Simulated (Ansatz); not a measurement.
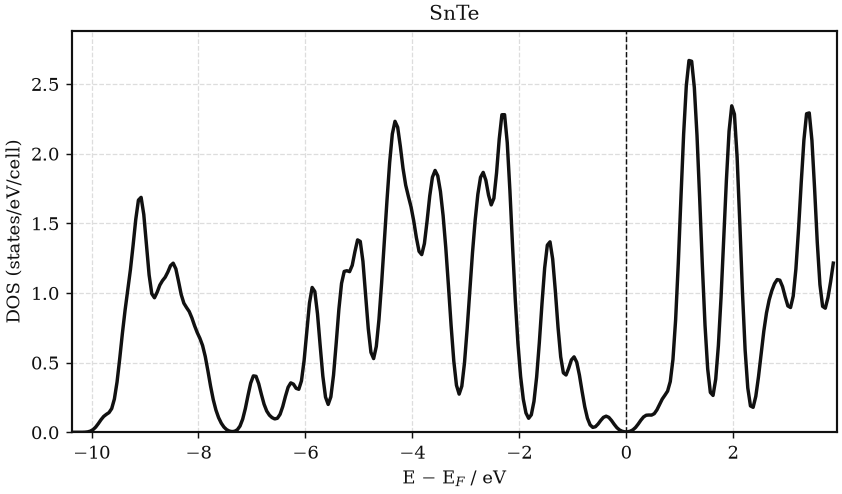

Density of states. Energies are counted from the Fermi level, put mid-gap where there is a gap. The curve is built from the levels of the k mesh with Gaussians 0.3 eV wide, which also blur the band edges.

Calculation on SnTe, space group Fm-3m (No. 225), 2 atoms in the cell.

Computed with Ansatz 0.2.0: DFT, PBE0, plane waves, PAW, no spin polarisation, 6×6×6 k mesh, 420 eV cutoff.

**Metal or insulator, going by the density of states?**

There is a gap; over the k points computed it is 0.75 eV (direct among those points).

Spin-orbit coupling is left out, which matters for Te.
